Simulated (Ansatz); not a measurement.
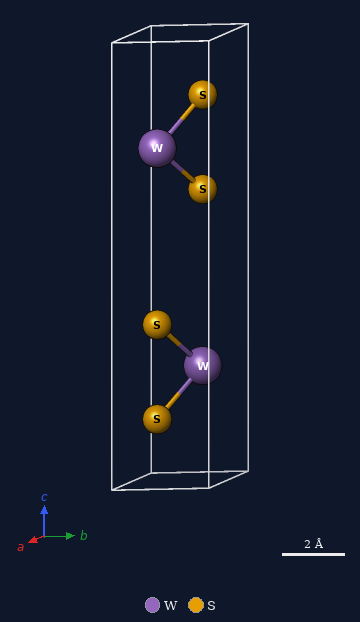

Fig. 1: The input geometry (ball-and-stick view of the cell of the calculation, seen slightly off an axis). An atom can appear more than once, as a periodic image.

# Run report: WS2, geometry relaxation

WS2 (6 atoms in the cell), computed with DFT PBE, scalar-relativistic, plane waves, PAW, no spin polarisation (Ansatz 0.2.0).

The structure derives from a Materials Project entry.

The program's output
```
Engine: ansatz 0.2.0, aarch64-unknown-linux-gnu
Pseudopotentials: kind: paw
Pseudopotential: W, paw, valence charge 14, recommended cutoff 420 eV (normal), W.paw.azcp
Pseudopotential: S, paw, valence charge 6, recommended cutoff 420 eV (normal), S.paw.azcp
Functional definition: PBE
  parameter kappa = 0.804
  parameter beta = 0.06672455060314922
  exchange = pbe_x(kappa = kappa, mu = beta*pi^2/3)
  correlation = pbe_c(beta = beta)
Crystal: 6 atoms, lattice volume = 130.874 Å³
Basis set: ecut = 420 eV, 2593 PW (Γ), exchange–correlation on 48×48×200 points (8 copies of the dense FFT grid, shifted against one another)
Bands: 32, of which v1, the nominal top of the filled ones, is band 26 counted from 1 (25 counted from 0)
Symmetry: 24 space group operations
Space group: P63/mmc (ITA 194), of the structure as read, at distance tolerance 5.1e-5 Å
k-points: 38 of 288
Non-local potential: W, projectors of the file, l = 0: 3, l = 1: 2, l = 2: 2, l = 3: 1
Non-local potential: S, projectors of the file, l = 0: 2, l = 1: 2, l = 2: 2
PAW form: soft (Blöchl's): semilocal exchange-correlation on the pseudo side does not see the compensation charge
PAW one-centre angular grid: W, 590 points (default); XC on 64 Gauss nodes
PAW one-centre angular grid: S, 110 points (default); XC on 64 Gauss nodes
Initial density: superposition of atomic densities (neutral atoms: chi_scale 0, normalization atom), corrected by the library's trained network
Initial wavefunctions: pseudopotential atomic-orbital guess
Functional: x = pbe(κ = 0.804, μ = 0.2195149727645171), c = pbe(β = 0.06672455060314922)
SCF iter   1: F=—  HF=-24382.877009 eV  |F-HF|=—  |Δ(HF+E_count)|=         —  Δρ=5.27e-3  dr2=5.03e-2  ethr=1.77e-3  ⟨swp⟩=7.3  Hψ=5849  notcnv=0
preconditioner: auto → Resta (q_TF=auto, 2.339 Å⁻¹)  ε∞=6.5  [insulator: Δε(μ)=1.576 eV  Ē_g=8.268 eV  σ=0.020 eV  W_gap=1.00  n_scr=28 (ndim 8)  ℏωp=19.5 eV  f_vac=0.186  D(μ)=0.00/eV (n_scr^D=0)  ε∞_Penn≈6.5]
SCF iter   2: F=—  HF=-24382.878648 eV  |F-HF|=—  |Δ(HF+E_count)|=   1.64e-3  Δρ=2.68e-3  dr2=4.86e-3  ethr=9.67e-5  ⟨swp⟩=2.3  Hψ=2061  notcnv=0  defer=61
SCF iter   3: F=—  HF=-24382.881779 eV  |F-HF|=—  |Δ(HF+E_count)|=   3.13e-3  Δρ=1.33e-3  dr2=1.60e-3  ethr=9.35e-6  ⟨swp⟩=2.1  Hψ=1847  notcnv=0  defer=61
SCF iter   4: F=—  HF=-24382.883022 eV  |F-HF|=—  |Δ(HF+E_count)|=   1.24e-3  Δρ=1.58e-4  dr2=6.84e-5  ethr=3.07e-6  ⟨swp⟩=2.0  Hψ=1811  notcnv=0  defer=61
SCF iter   5: F=—  HF=-24382.882951 eV  |F-HF|=—  |Δ(HF+E_count)|=   7.12e-5  Δρ=5.70e-5  dr2=1.49e-5  ethr=1.32e-7  ⟨swp⟩=2.0  Hψ=1824  notcnv=0  defer=61
SCF iter   6: F=—  HF=-24382.882953 eV  |F-HF|=—  |Δ(HF+E_count)|=   1.30e-6  Δρ=2.36e-5  dr2=1.55e-6  ethr=2.86e-8  ⟨swp⟩=2.0  Hψ=1622  notcnv=0  defer=61
SCF iter   7: F=-24382.882954 eV  HF=-24382.882954 eV  |F-HF|=2.78e-8  |Δ(HF+E_count)|=   1.46e-6  Δρ=5.30e-6  dr2=5.78e-8  ethr=1.92e-10  ⟨swp⟩=8.9  Hψ=6514  notcnv=0
SCF 1 converged in 7 iterations: F = -24382.882954 eV  dr2 = 5.78e-8
  greatest PAW one-centre occupation: 1.000 electrons in one spin orbital (limit 2), on the W atom at site 1 (counted from 0), in its partial waves of l = 0
relax step   1: F+E_penalty+E_count = -24382.88295403 eV  Δ(F+E_penalty+E_count) = +0.000e0 eV  max|allowed force component| = 9.040e-6 eV/Å  Δτ_max = 0.0000 Å  P = -0.001 GPa  Ω = 130.874 Å³  (7 SCF iters, dr2 threshold 1.00e-7 eV, accepted)
Initial density: handed on by an earlier stage of this run
Initial wavefunctions: pseudopotential atomic-orbital guess (no wavefunctions were taken with the density)
iter 1 solved again at ethr=4.71e-7 eV; its pass at ethr=3.10e-3 eV (dr2=2.45e-4 eV) is discarded
SCF iter   1: F=—  HF=-24382.883041 eV  |F-HF|=—  |Δ(HF+E_count)|=         —  Δρ=5.35e-6  dr2=6.34e-8  ethr=4.71e-7  ⟨swp⟩=4.0  Hψ=9398  notcnv=0
eigensolver tolerance schedule: the retry pair's looser diagonalisation over-reported the residual by 3864.23 of it (diagonalisation noise at 1.42 of the residual, at the tolerance the schedule requests for it); recorded, not acted on — ethr = c·dr2/N_el stays at c = 1.0e-1
preconditioner: auto → Resta (q_TF=auto, 2.339 Å⁻¹)  ε∞=6.5  [insulator: Δε(μ)=1.628 eV  Ē_g=8.299 eV  σ=0.020 eV  W_gap=1.00  n_scr=28 (ndim 8)  ℏωp=19.5 eV  f_vac=0.185  D(μ)=0.00/eV (n_scr^D=0)  ε∞_Penn≈6.5]
SCF iter   2: F=—  HF=-24382.882954 eV  |F-HF|=—  |Δ(HF+E_count)|=   8.69e-5  Δρ=3.07e-6  dr2=1.52e-8  ethr=1.22e-10  ⟨swp⟩=3.7  Hψ=3022  notcnv=0
SCF iter   3: F=—  HF=-24382.882954 eV  |F-HF|=—  |Δ(HF+E_count)|=   2.57e-8  Δρ=1.39e-6  dr2=5.53e-9  ethr=2.92e-11  ⟨swp⟩=2.0  Hψ=1884  notcnv=0
SCF iter   4: F=—  HF=-24382.882954 eV  |F-HF|=—  |Δ(HF+E_count)|=   3.21e-9  Δρ=5.72e-7  dr2=7.18e-10  ethr=1.06e-11  ⟨swp⟩=2.0  Hψ=1691  notcnv=0
SCF iter   5: F=—  HF=-24382.882954 eV  |F-HF|=—  |Δ(HF+E_count)|=   1.52e-9  Δρ=1.56e-7  dr2=6.93e-11  ethr=1.38e-12  ⟨swp⟩=2.1  Hψ=1816  notcnv=0
SCF iter   6: F=-24382.882954 eV  HF=-24382.882954 eV  |F-HF|=7.28e-12  |Δ(HF+E_count)|=  8.37e-11  Δρ=8.51e-8  dr2=1.97e-11  ethr=1.00e-12  ⟨swp⟩=5.2  Hψ=4247  notcnv=0
SCF 2 converged in 6 iterations: F = -24382.882954 eV  dr2 = 1.97e-11
relax step   2: F+E_penalty+E_count = -24382.88295406 eV  Δ(F+E_penalty+E_count) = -2.630e-8 eV  max|allowed force component| = 6.826e-6 eV/Å  Δτ_max = 0.0000 Å  P = -0.001 GPa  Ω = 130.874 Å³  stress off target by 3.62e-3 GPa  SCF on the basis re-selected at this cell (its energy is not comparable with the rows above)  (6 SCF iters)
```

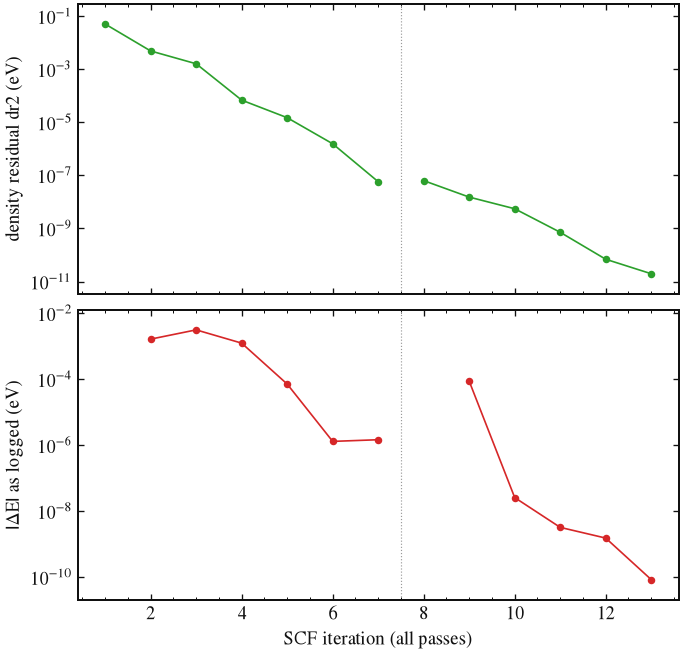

Fig. 2: Convergence of the self-consistent field: density residual dr2 and size of the energy change against the SCF iteration. The dotted lines part the SCF passes of the relaxation: geometry steps, rejected trials and re-solves on a re-selected basis. The passes take 7 and 6 iterations.

```
basis re-selected at this cell: Δ(F+E_penalty+E_count) = -2.630e-8 eV, ΔP = -0.000 GPa vs the last step (what re-selecting the basis moved, of the pressure what is left beyond the Pulay correction that the steps carried, after the strain that the cell walked since its last selection, with what the two solves' SCF thresholds leave and, on support functions, any second-order correction that the steps lacked; it is no measure of the basis error at this ecutwfc). This SCF's stress stands 3.62e-3 GPa from its target on what of the cell is left free (relax.cell.stress_tol is 5.00e-2 GPa) and its largest allowed force component is 6.83e-6 eV/Å (relax.f_tol is 5.00e-3 eV/Å): within both
SCF converged after 6 iterations
Free energy (F): -24382.882954 eV
Harris-Foulkes:  -24382.882954 eV  (|F-HF|=7.28e-12)
Internal energy: -24382.882954 eV  (E = F + TS)
E sigma→0 (E₀):  -24382.882954 eV
Fermi energy:    8.952556 eV
--- Per-component energies (eV) ---
  E_band       = -533.492731
  E_kinetic    = 1329.985191
  E_local      = -5419.343720  (includes V_loc(G=0)·N_el)
  E_nonlocal   = 114.493130
  E_hartree    = 2270.025738
  E_xc         = -923.279390
  E_vxc        = -828.637983  (∫ρ·V_xc dr)
  E_paw        = -19526.112662  (= ΣΔE_a)
  E_vpaw       = -270.040405  (= ΣTr[D̂ρ^β])
  E_aug_tail   = -0.000119  (compensation charges beyond the density's cutoff)
  E_ewald      = -2228.651123
  E_smearing   = -0.000000  (= −TS)
  E_closure    = 0.000000  (closes the sum)
  Σ components = -24382.882954   (vs F -24382.882954, Δ=0.00e0)
--- Forces (eV/Å), atoms counted from 1 ---
  atom   1  W     -0.00000000     0.00000000     0.00000000
  atom   2  W     -0.00000000    -0.00000000     0.00000000
  atom   3  S     -0.00000000     0.00000000     0.00000683
  atom   4  S      0.00000000    -0.00000000     0.00000683
  atom   5  S      0.00000000     0.00000000    -0.00000683
  atom   6  S      0.00000000    -0.00000000    -0.00000683
  max |Σ_I F_I| component: 2.31e-18 eV/Å
--- Stress (GPa, compression-positive) ---
       -0.003625       0.000000       0.000000
        0.000000      -0.003625       0.000000
        0.000000       0.000000       0.002872
  P = ⅓ Tr σ = -0.0015 GPa (-0.015 kbar)
--- Band table (eV; the first three rows and the last of 38) ---
  k-point 0: bands = ["-66.0054", "-66.0054", "-30.2773", "-30.2773", "-30.1294", "-30.1294", "-30.1294", "-30.1294", "-6.7732", "-6.7576", "-5.1591", "-5.1254", "1.5703", "1.7269", "5.1189", "5.1189", "5.1195", "5.1195", "5.5898", "6.1530", "6.3421", "6.3421", "6.3444", "6.3444", "7.7260", "8.1388", "10.8312", "10.8312", "10.8320", "10.8320", "10.9752", "10.9752"]
  k-point 1: bands = ["-66.0054", "-66.0054", "-30.2773", "-30.2773", "-30.1294", "-30.1294", "-30.1294", "-30.1294", "-6.7655", "-6.7655", "-5.1422", "-5.1422", "1.6463", "1.6463", "5.1192", "5.1192", "5.1192", "5.1192", "5.8465", "5.8465", "6.3433", "6.3433", "6.3433", "6.3433", "7.9605", "7.9605", "10.8316", "10.8316", "10.8316", "10.8316", "10.9807", "10.9807"]
  k-point 2: bands = ["-66.0043", "-66.0043", "-30.2733", "-30.2733", "-30.1518", "-30.1518", "-30.1346", "-30.1346", "-6.6600", "-6.6444", "-5.1169", "-5.0844", "1.7063", "1.8629", "4.8226", "4.8238", "5.2297", "5.2306", "5.2882", "5.6080", "6.1639", "6.1666", "6.4594", "6.6738", "7.6990", "8.0382", "10.6535", "10.7188", "10.7536", "10.7829", "10.8732", "10.8865"]
  k-point 37: bands = ["-65.9870", "-65.9870", "-30.3729", "-30.3729", "-30.3406", "-30.3406", "-30.2095", "-30.2095", "-4.3590", "-4.3590", "-4.2429", "-4.2429", "2.2383", "2.2383", "2.6361", "2.6361", "3.5030", "3.5030", "4.0827", "4.0827", "4.7367", "4.7367", "5.5962", "5.5962", "7.9581", "7.9581", "9.7669", "9.7669", "11.2922", "11.2922", "11.9627", "11.9627"]
--- Relaxed structure (1 steps of the walk, 1 accepted, 1 SCFs on fresh bases) ---
  F+E_penalty+E_count = -24382.88295406 eV   max|allowed force component| = 6.826e-6 eV/Å   (the final SCF, on the basis selected at the relaxed cell)
  cell:  # Å, volume = 130.8743 Å³
    - [3.1877751688380895, 0.0, 0.0]
    - [-1.5938875844190448, 2.7606942777670134, 0.0]
    - [0.0, 0.0, 14.8712780525]
  atoms:
    - { symbol: W, position: [0.3333333333333333, 0.6666666666666666, 0.25] }
    - { symbol: W, position: [0.6666666666666666, 0.3333333333333333, 0.7499999999999999] }
    - { symbol: S, position: [0.3333333333333333, 0.6666666666666666, 0.6443541036999999] }
    - { symbol: S, position: [0.6666666666666666, 0.3333333333333333, 0.1443541037] }
    - { symbol: S, position: [0.3333333333333333, 0.6666666666666666, 0.8556458963] }
    - { symbol: S, position: [0.6666666666666666, 0.3333333333333333, 0.3556458963] }
```

Trajectory as extended XYZ (Å, eV, eV/Å), 2 frames, from step=1 to step=2
```
6
Lattice="3.1878 0.0000 0.0000 -1.5939 2.7607 0.0000 0.0000 0.0000 14.8713" Properties=species:S:1:pos:R:3:forces:R:3 step=1 energy=-24382.88295 pressure_GPa=-0.00
W     0.0000    1.8405    3.7178    0.0000   0.0000   0.0000
W     1.5939    0.9202   11.1535    0.0000   0.0000   0.0000
S     0.0000    1.8405    9.5824    0.0000   0.0000   0.0000
S     1.5939    0.9202    2.1467    0.0000   0.0000   0.0000
S     0.0000    1.8405   12.7245    0.0000   0.0000   0.0000
S     1.5939    0.9202    5.2889    0.0000   0.0000   0.0000
6
Lattice="3.1878 0.0000 0.0000 -1.5939 2.7607 0.0000 0.0000 0.0000 14.8713" Properties=species:S:1:pos:R:3:forces:R:3 step=2 energy=-24382.88295 pressure_GPa=-0.00
W     0.0000    1.8405    3.7178    0.0000   0.0000   0.0000
W     1.5939    0.9202   11.1535    0.0000   0.0000   0.0000
S     0.0000    1.8405    9.5824    0.0000   0.0000   0.0000
S     1.5939    0.9202    2.1467    0.0000   0.0000   0.0000
S     0.0000    1.8405   12.7245    0.0000   0.0000   0.0000
S     1.5939    0.9202    5.2889    0.0000   0.0000   0.0000
```

This output came from the following input.

The input
```yaml
crystal:
  lattice:
    - [3.1877751688, 0.0, 0.0]
    - [-1.5938875844, 2.7606942778, 0.0]
    - [0.0, 0.0, 14.8712780525]
  atoms:
    - { symbol: W, position: [0.3333333333, 0.6666666667, 0.25] }
    - { symbol: W, position: [0.6666666667, 0.3333333333, 0.75] }
    - { symbol: S, position: [0.3333333333, 0.6666666667, 0.6443541037] }
    - { symbol: S, position: [0.6666666667, 0.3333333333, 0.1443541037] }
    - { symbol: S, position: [0.3333333333, 0.6666666667, 0.8556458963] }
    - { symbol: S, position: [0.6666666667, 0.3333333333, 0.3556458963] }
basis:
  ecutwfc: 420
kpoints:
  mp_grid: { grid: [12, 12, 2] }
hamiltonian:
  xc: pbe
scf:
  occupations: { method: gaussian, width: 0.02 }
output:
  forces: true
  stress: true
  eigenvalues: true
relax:
  adjacent_minimum: "off"
  f_tol: 0.005
  max_steps: 80
  cell: { stress_tol: 0.05 }
```

Run as:
```bash
ansatz run input.yaml --threads 4 --pin off --max-ram 10240MiB --backend cpu --events-out ev --progress --plain --runs-dir out
```

Summary

```tsv
quantity	value
outcome	converged
space group (tolerance 0.01 Å)	P6₃/mmc (194)
electrons treated	52
free energy	−24382.8830 eV
Fermi energy	8.953 eV
gap on the k-point mesh	1.63 eV
pressure	0.00 GPa
final volume	130.87 Å³
largest force (length of the vector) at the end	under 0.001 eV/Å
final cell	a = 3.188 Å, b = 3.188 Å, c = 14.871 Å, α = 90.00°, β = 90.00°, γ = 120.00°
hardware	4 threads of Arm Neoverse V1, 24 GiB of memory available, shared host
wall time	5.5 s (CPU time 21 s)
peak memory	0.52 GiB
```

Remarks

Spin–orbit coupling is left out, which matters for W.
